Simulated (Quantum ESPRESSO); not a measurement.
**Band-structure run, with input and output: I**

I (1 atom in the cell), computed with Kohn-Sham DFT of a periodic cell, LDA, GBRV 1.5 LDA, no spin polarisation (Quantum ESPRESSO 7.5).

The structure derives from a Materials Project entry.

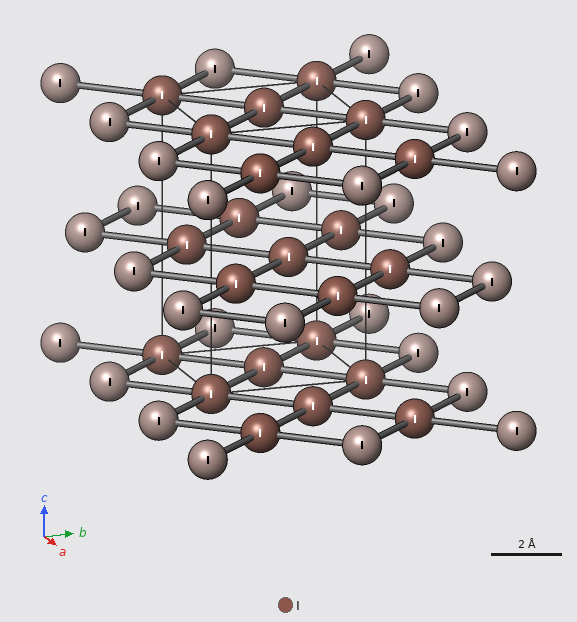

*The structure (ball-and-stick view of the cell 4 times as large as that of the calculation, set on its symmetry axes, repeated 2 × 1 × 1, seen slightly off an axis; neighbours outside the cell are drawn fainter). An atom can appear more than once, as a periodic image.*

### Results in brief

```csv
quantity,value
outcome,converged
space group (tolerance 0.01 Å),Fmmm (69)
electrons treated,7
free energy,−880.0953 eV
Fermi energy,3.572 eV
gap on the k-point mesh,none (metallic)
pressure,−2.36 GPa
largest force (length of the vector),under 0.001 eV/Å
hardware,"2 threads of AMD EPYC (Zen 3), 32 GiB of memory available, shared host"
wall time,33 s (CPU time 65 s)
peak memory,0.24 GiB
```

The cell holds an odd number of electrons but the run has no spin polarisation, so a band is left half filled.

### The input
```
&CONTROL
  calculation = 'scf'
  prefix = 'pwscf'
  outdir = './tmp'
  pseudo_dir = './pseudo'
  tprnfor = .true.
  tstress = .true.
  disk_io = 'low'
/
&SYSTEM
  ibrav = 0
  celldm(1) = 8
  nat = 1
  ntyp = 1
  ecutwfc = 45
  ecutrho = 360
  nbnd = 9
  occupations = 'smearing'
  smearing = 'fd'
  degauss = 0.00367493
/
&ELECTRONS
  conv_thr = 2d-10
  electron_maxstep = 120
  mixing_beta = 0.5
/
ATOMIC_SPECIES
I    126.9045 i_lda_v1.uspp.F.UPF
CELL_PARAMETERS alat
  0.0000000000000   0.5587921196482   0.9235658801633
  0.5178429412519   0.0000000000000   0.9235658801633
  0.5178429412519   0.5587921196482   0.0000000000000
ATOMIC_POSITIONS crystal
I      0.0000000000    0.0000000000    0.0000000000
K_POINTS automatic
9 9 9 0 0 0
```

### File bands.in
```
&CONTROL
  calculation = 'bands'
  prefix = 'pwscf'
  outdir = './tmp'
  pseudo_dir = './pseudo'
  disk_io = 'low'
  verbosity = 'high'
/
&SYSTEM
  ibrav = 0
  celldm(1) = 8
  nat = 1
  ntyp = 1
  ecutwfc = 45
  ecutrho = 360
  nbnd = 9
  occupations = 'smearing'
  smearing = 'fd'
  degauss = 0.00367493
/
&ELECTRONS
  conv_thr = 1d-08
  electron_maxstep = 120
  mixing_beta = 0.5
  diago_full_acc = .true.
  startingwfc = 'random'
/
ATOMIC_SPECIES
I    126.9045 i_lda_v1.uspp.F.UPF
CELL_PARAMETERS alat
  0.0000000000000   0.5587921196482   0.9235658801633
  0.5178429412519   0.0000000000000   0.9235658801633
  0.5178429412519   0.5587921196482   0.0000000000000
ATOMIC_POSITIONS crystal
I      0.0000000000    0.0000000000    0.0000000000
K_POINTS crystal
60
 0.0000000000  0.0000000000  0.0000000000 1
 0.0833333333  0.0000000000  0.0833333333 1
 0.1666666667  0.0000000000  0.1666666667 1
 0.2500000000  0.0000000000  0.2500000000 1
 0.3333333333  0.0000000000  0.3333333333 1
 0.4166666667  0.0000000000  0.4166666667 1
 0.5000000000  0.0000000000  0.5000000000 1
 0.5000000000  0.1138942365  0.6138942365 1
 0.4438020179  0.1621574570  0.6059594749 1
 0.3876040358  0.2104206774  0.5980247132 1
 0.3314060537  0.2586838978  0.5900899515 1
 0.2752080716  0.3069471183  0.5821551898 1
 0.2190100894  0.3552103387  0.5742204281 1
 0.1628121073  0.4034735591  0.5662856665 1
 0.1066141252  0.4517367796  0.5583509048 1
 0.0504161431  0.5000000000  0.5504161431 1
 0.0000000000  0.5000000000  0.5000000000 1
 0.0000000000  0.4375000000  0.4375000000 1
 0.0000000000  0.3750000000  0.3750000000 1
 0.0000000000  0.3125000000  0.3125000000 1
 0.0000000000  0.2500000000  0.2500000000 1
 0.0000000000  0.1875000000  0.1875000000 1
 0.0000000000  0.1250000000  0.1250000000 1
 0.0000000000  0.0625000000  0.0625000000 1
 0.0000000000  0.0000000000  0.0000000000 1
 0.1250000000  0.1250000000  0.0000000000 1
 0.2500000000  0.2500000000  0.0000000000 1
 0.3750000000  0.3750000000  0.0000000000 1
 0.5000000000  0.5000000000  0.0000000000 1
 0.5642262653  0.5000000000  0.0642262653 1
 0.6284525305  0.5000000000  0.1284525305 1
 0.6926787958  0.5000000000  0.1926787958 1
 0.7569050611  0.5000000000  0.2569050611 1
 0.8211313263  0.5000000000  0.3211313263 1
 0.8853575916  0.5000000000  0.3853575916 1
 0.9495838569  0.5000000000  0.4495838569 1
 0.8622775204  0.3622775204  0.5000000000 1
 0.7415183469  0.2794830925  0.5379647455 1
 0.6207591735  0.1966886645  0.5759294910 1
 0.5000000000  0.1138942365  0.6138942365 1
 0.5000000000  0.8861057635  0.3861057635 1
 0.5000000000  0.8217548029  0.3217548029 1
 0.5000000000  0.7574038423  0.2574038423 1
 0.5000000000  0.6930528817  0.1930528817 1
 0.5000000000  0.6287019212  0.1287019212 1
 0.5000000000  0.5643509606  0.0643509606 1
 0.5000000000  0.5000000000  0.0000000000 1
 0.0000000000  0.5000000000  0.5000000000 1
 0.1377224796  0.6377224796  0.5000000000 1
 0.8622775204  0.3622775204  0.5000000000 1
 0.7415183469  0.2415183469  0.5000000000 1
 0.6207591735  0.1207591735  0.5000000000 1
 0.5000000000  0.0000000000  0.5000000000 1
 0.5000000000  0.5000000000  0.5000000000 1
 0.4166666667  0.4166666667  0.4166666667 1
 0.3333333333  0.3333333333  0.3333333333 1
 0.2500000000  0.2500000000  0.2500000000 1
 0.1666666667  0.1666666667  0.1666666667 1
 0.0833333333  0.0833333333  0.0833333333 1
 0.0000000000  0.0000000000  0.0000000000 1
```

Launch command:
```bash
OMP_NUM_THREADS=1 mpirun -n 2 pw.x -nk 2 -in pw.in > pw.out
OMP_NUM_THREADS=1 mpirun -n 2 pw.x -nk 2 -in bands.in > bands.out
```

### Log
```
This program is part of the open-source Quantum ESPRESSO suite
     for quantum simulation of materials; please cite
         "P. Giannozzi et al., J. Phys.:Condens. Matter 21 395502 (2009);
         "P. Giannozzi et al., J. Phys.:Condens. Matter 29 465901 (2017);
         "P. Giannozzi et al., J. Chem. Phys. 152 154105 (2020);
          URL
     in publications or presentations arising from this work. More details at

     Message from routine setup:
     using ibrav=0 with symmetry is DISCOURAGED, use correct ibrav instead

     K-points division:     npool     =       2
     Subspace diagonalization in iterative solution of the eigenvalue problem:
     a serial algorithm will be used

     G-vector sticks info
     --------------------
     sticks:   dense  smooth     PW     G-vecs:    dense   smooth      PW
     Sum        1403     699    221                31567    11145    1955

     Using Slab Decomposition

     bravais-lattice index     =            0
     lattice parameter (alat)  =       8.0000  a.u.
     unit-cell volume          =     273.6631 (a.u.)^3
     number of atoms/cell      =            1
     number of atomic types    =            1
     number of electrons       =         7.00
     number of Kohn-Sham states=            9
     kinetic-energy cutoff     =      45.0000  Ry
     charge density cutoff     =     360.0000  Ry
     scf convergence threshold =      2.0E-10
     mixing beta               =       0.5000
     number of iterations used =            8  plain     mixing
     Exchange-correlation= SLA  PZ   NOGX NOGC
                           (   1   1   0   0   0   0   0)

     celldm(1)=   8.000000  celldm(2)=   0.000000  celldm(3)=   0.000000
     celldm(4)=   0.000000  celldm(5)=   0.000000  celldm(6)=   0.000000

     crystal axes: (cart. coord. in units of alat)
               a(1) = (   0.000000   0.558792   0.923566 )
               a(2) = (   0.517843   0.000000   0.923566 )
               a(3) = (   0.517843   0.558792   0.000000 )

     reciprocal axes: (cart. coord. in units 2 pi/alat)
               b(1) = ( -0.965544  0.894787  0.541380 )
               b(2) = (  0.965544 -0.894787  0.541380 )
               b(3) = (  0.965544  0.894787 -0.541380 )

     PseudoPot. # 1 for I  read from file:
     i_lda_v1.uspp.F.UPF
     Pseudo is Ultrasoft + core correction, Zval =  7.0
     Generated by new atomic code, or converted to UPF format
     Using radial grid of  893 points,  6 beta functions with:
                l(1) =   0
                l(2) =   0
                l(3) =   1
                l(4) =   1
                l(5) =   2
                l(6) =   2
     Q(r) pseudized with  8 coefficients,  rinner =    1.500   1.500   1.500
                                                       1.500   1.500

     atomic species   valence    mass     pseudopotential
     I                 7.00   126.90450     I ( 1.00)

      8 Sym. Ops., with inversion, found

   Cartesian axes

     site n.     atom                  positions (alat units)
         1        I      tau(   1) = (   0.0000000   0.0000000   0.0000000  )

     number of k points=   125  Fermi-Dirac smearing, width (Ry)=  0.0037

     Number of k-points >= 100: set verbosity='high' to print them.

     Dense  grid:    31567 G-vectors     FFT dimensions: (  54,  54,  40)

     Smooth grid:    11145 G-vectors     FFT dimensions: (  40,  40,  27)

     Initial potential from superposition of free atoms

     starting charge       6.9999, renormalised to       7.0000
     Starting wfcs are    4 randomized atomic wfcs +    5 random wfcs

     Self-consistent Calculation

     iteration #  1     ecut=    45.00 Ry     beta= 0.50
     Davidson diagonalization with overlap
     ethr =  1.00E-02,  avg # of iterations =  6.4

     Threshold (ethr) on eigenvalues was too large:
     Diagonalizing with lowered threshold

     Davidson diagonalization with overlap
     ethr =  8.94E-05,  avg # of iterations =  3.8

     total energy              =     -64.68546970 Ry
     estimated scf accuracy    <       0.00619165 Ry

     iteration #  2     ecut=    45.00 Ry     beta= 0.50
     Davidson diagonalization with overlap
     ethr =  8.85E-05,  avg # of iterations =  1.0

     total energy              =     -64.68566771 Ry
     estimated scf accuracy    <       0.00059747 Ry

     iteration #  3     ecut=    45.00 Ry     beta= 0.50
     Davidson diagonalization with overlap
     ethr =  8.54E-06,  avg # of iterations =  3.4

     total energy              =     -64.68579166 Ry
     estimated scf accuracy    <       0.00001006 Ry

     iteration #  4     ecut=    45.00 Ry     beta= 0.50
     Davidson diagonalization with overlap
     ethr =  1.44E-07,  avg # of iterations =  4.5

     total energy              =     -64.68580906 Ry
     estimated scf accuracy    <       0.00000113 Ry

     iteration #  5     ecut=    45.00 Ry     beta= 0.50
     Davidson diagonalization with overlap
     ethr =  1.61E-08,  avg # of iterations =  1.1

     total energy              =     -64.68580911 Ry
     estimated scf accuracy    <          4.9E-09 Ry

     iteration #  6     ecut=    45.00 Ry     beta= 0.50
     Davidson diagonalization with overlap
     ethr =  6.96E-11,  avg # of iterations =  4.3

     total energy              =     -64.68580913 Ry
     estimated scf accuracy    <          3.1E-10 Ry

     iteration #  7     ecut=    45.00 Ry     beta= 0.50
     Davidson diagonalization with overlap
     ethr =  4.46E-12,  avg # of iterations =  2.5

     End of self-consistent calculation

     Number of k-points >= 100: set verbosity='high' to print the bands.

     the Fermi energy is     3.5725 ev

!    total energy              =     -64.68580913 Ry
     estimated scf accuracy    <          3.3E-11 Ry
     smearing contrib. (-TS)   =      -0.00038989 Ry
     internal energy E=F+TS    =     -64.68541924 Ry

     The total energy is F=E-TS. E is the sum of the following terms:
     one-electron contribution =       1.49350967 Ry
     hartree contribution      =       2.40496124 Ry
     xc contribution           =     -47.38082728 Ry
     ewald contribution        =     -21.20306287 Ry

     convergence has been achieved in   7 iterations

     Forces acting on atoms (cartesian axes, Ry/au):

     atom    1 type  1   force =     0.00000000    0.00000000    0.00000000

     Total force =     0.000000     Total SCF correction =     0.000000

     Computing stress (Cartesian axis) and pressure

          total   stress  (Ry/bohr**3)                   (kbar)     P=      -23.56
  -0.00018621   0.00000000  -0.00000000          -27.39        0.00       -0.00
   0.00000000  -0.00021701   0.00000000            0.00      -31.92        0.00
  -0.00000000   0.00000000  -0.00007721           -0.00        0.00      -11.36

=------------------------------------------------------------------------------=
   JOB DONE.
=------------------------------------------------------------------------------=
```

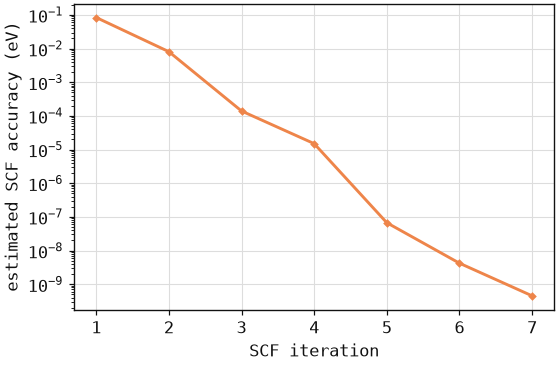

*Convergence of the self-consistent field: estimated SCF accuracy against the iteration.*

The field takes 7 iterations in all.
